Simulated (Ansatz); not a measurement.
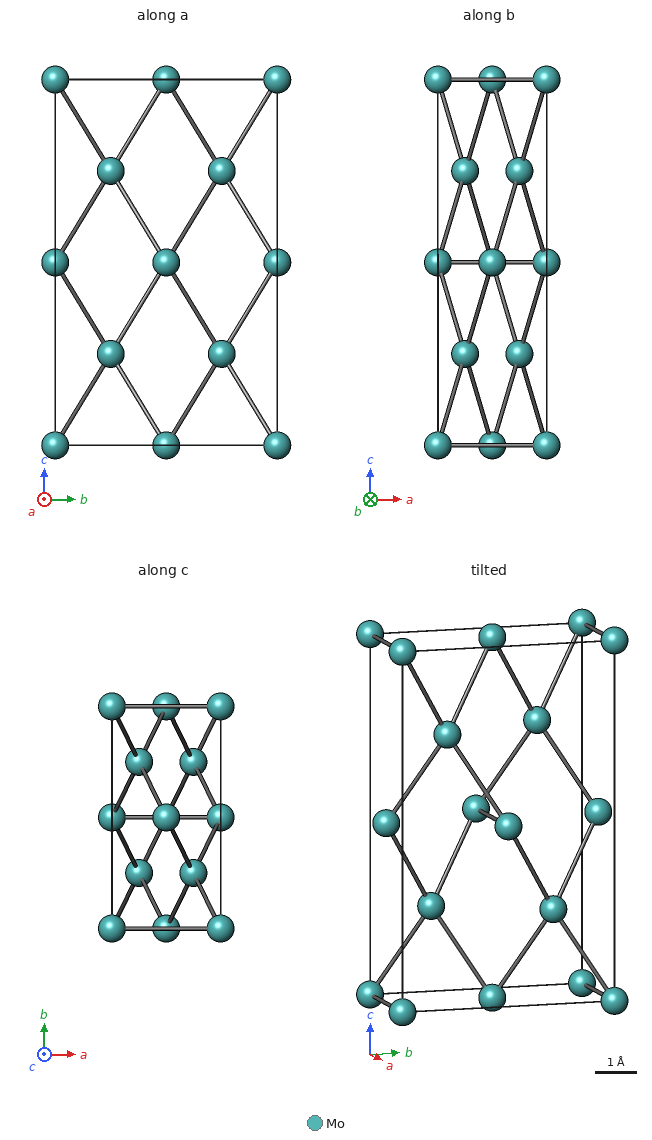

Shown here is a ball-and-stick view of the crystal, taken along the a axis, along the b axis, along the c axis and slightly off an axis. The conventional unit cell is drawn as a box.

Lattice parameters: a = 2.688 Å, b = 5.496 Å, c = 9.054 Å, α = 90.00°, β = 90.00°, γ = 90.00°.

Reconstruct the structure as a table of Wyckoff sites.

Space group Fddd:1 (No. 70).
```tsv
atom	site	x	y	z
Mo	8a	0.2500	0.7500	0.7500
```

The model was built from a structure type filled with this element by a generator (whether the element takes this form wasn't checked). Earlier steps of the study may have refined or changed the cell and positions. An electronic-structure calculation with Ansatz was run on it.

At this level of theory the cell isn't at rest (stretched, at -9 GPa), so its distances can differ from those at equilibrium, the more so the softer the solid.
